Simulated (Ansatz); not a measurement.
Consider Co.

```
CELL_PARAMETERS angstrom
0.00000 0.00000 2.80464
-2.80464 2.80464 0.00000
-2.80464 -2.80464 0.00000
ATOMIC_POSITIONS crystal
Co 0.00000 0.00000 0.00000
Co 0.50000 0.50000 0.00000
Co 0.00000 0.50000 0.50000
Co 0.50000 0.00000 0.50000
```

Space group Im-3m; a structure from a database of computed crystals, not necessarily the ambient phase; spin-polarised.

Level of theory: DFT, PBE, PAW with Ansatz's default frozen-core files, scalar-relativistic in Ansatz.

What can the converged valence pseudo-density, electron localisation function and spin density tell about the bonding?

Answer. Co–Co (2.43 Å): ρ at the midpoint is about 0.36 e/Å³; the ELF is about 0.25 at the midpoint; no localised pair shows between them.
The spin density sits on Co: +1.5 μB (×2) and −1.5 μB (×2) in one cell of 4 atoms: antiferromagnetic in this solution, which needn't be the ground state, with some nearest magnetic neighbours parallel and some opposed. The cell of the calculation (2 atoms) carries 0.0 μB of net spin moment.

Does the calculation make it a metal, or give it a gap?

Answer. It is gapless in this calculation (a metal or semimetal).

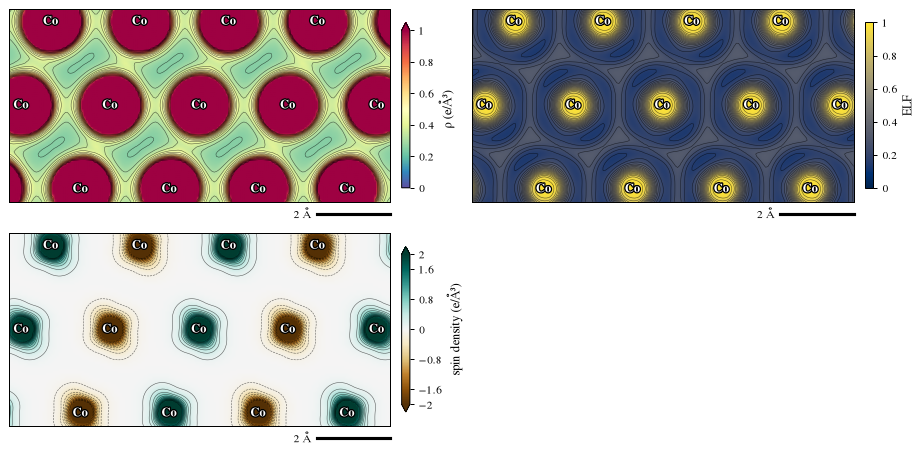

Computed valence pseudo-density, electron localisation function and spin density on the (111) plane of the cell of the magnetic structure, in this order. 
